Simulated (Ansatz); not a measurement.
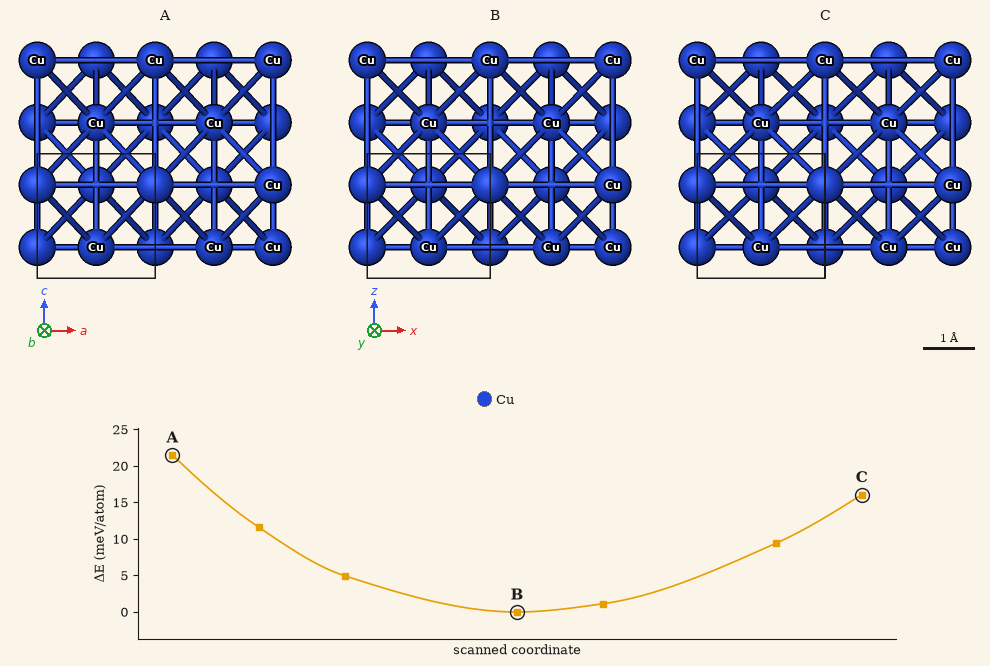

A scan of crystalline Cu (Cmcm) along one coordinate. x, y and z are the Cartesian axes of the input. The picture is a ball-and-stick view of the conventional cell (2 times the calculation's cell), repeated 1 × 1 × 1 with one cell outlined, repeated 2 × 2 × 2 with one cell outlined, seen along the b axis. Lengths and directions refer to the drawn axes.

The calculation used DFT PBEsol, scalar-relativistic, plane waves, PAW in Ansatz 0.2.0. Settings: plane-wave cutoff 420 eV; k-point mesh 26 × 26 × 24; occupations gaussian; smearing width 0.15 eV; no spin polarisation. Energies (free energies at the smearing named) are counted from the relaxed crystal.

### What is being scanned?

The cell is strained along x alone, with the atoms kept at their fractional coordinates. In the frames the strain is −0.04 (A), 0.00 (B), 0.04 (C). The lowest computed point lies at the strain 0.00 (0.0 meV/atom). The end points stand at 21.5 meV/atom (−0.04) and 16.1 meV/atom (0.04). The curvature at zero strain, (1/V) d²E/dε², is about 320 GPa; it is C₁₁ with clamped ions. The distortion keeps the space group Cmcm. At the strain −0.04 the cell of the drawing goes a 2.430 → 2.332 Å.
